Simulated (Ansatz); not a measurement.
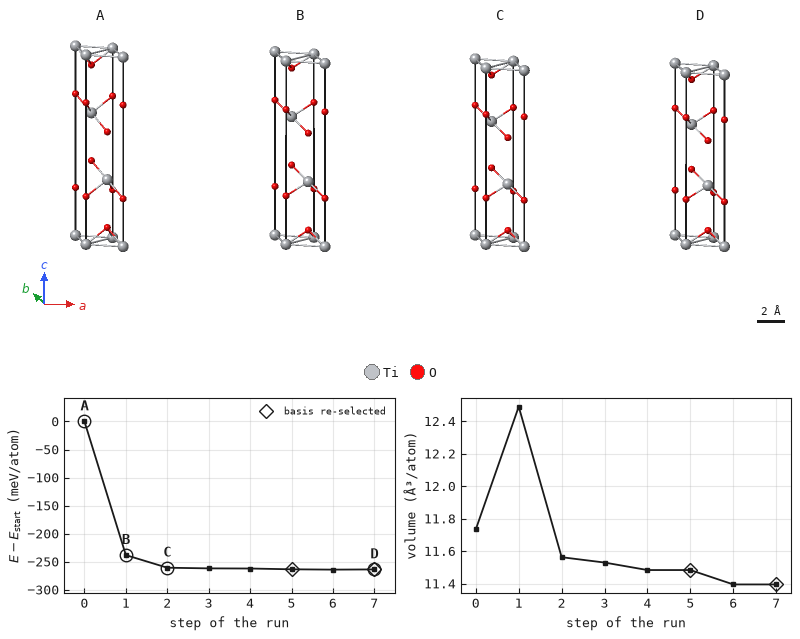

Frames of a relaxation of a crystal of TiO2 (set up in R-3m) (coarse preliminary run), marked on the history of the run. Style: ball-and-stick. Shown: the conventional cell (3 times the calculation's cell), slightly off an axis. Lengths and directions refer to the drawn axes.

Case: 2 of 2 Li taken out, relaxed.

Computed with DFT PBE+D3(BJ), scalar-relativistic, plane waves, PAW in Ansatz 0.2.0. Settings: plane-wave cutoff 420 eV; k-point mesh 6 × 6 × 6; occupations gaussian; smearing width 0.1 eV; no spin polarisation; cell and atoms relaxed; force threshold 0.0325 eV/Å; at most 70 steps.

### What happens along the run?

The largest moves relative to the cell, 0.12 Å, are those of O atoms. Ti stays in place. The drawn cell changes as follows: a = b 2.880 → 2.980 Å (+3.5 %), c 14.707 → 13.334 Å (−9.3 %); the volume changes by −2.9 %. Among the contacts that change: Ti–Ti 2.880 → 2.980 Å, O–Ti 2.044 → 1.971 Å. Among the angles between lasting bonds that change: Ti–O–Ti 89.6° → 98.2°. The space group stays R-3m (No. 166). After 5 accepted moves (7 points after the start) the energy has fallen by 264 meV per atom. Largest force component: 3.5 eV/Å at the start, 0.00034 eV/Å at the end. The pressure goes from −12.33 to 0.02 GPa. At 2 points the geometry stayed and the basis and grid were re-selected for the new cell (energy shift of 1.4 meV per atom at most each time). Cost: 6.8 s on 2 threads of Arm Neoverse V1 (shared host), peak memory 0.34 GiB. From step 0 to 1: O atoms move most (0.17 Å), volume +6.4 %, energy −238 meV per atom. From step 1 to 2: O atoms move most (0.02 Å), volume −7.4 %, energy −22.5 meV per atom. From step 2 to 7: O atoms move most (0.02 Å), volume −1.5 %, energy −3.0 meV per atom.
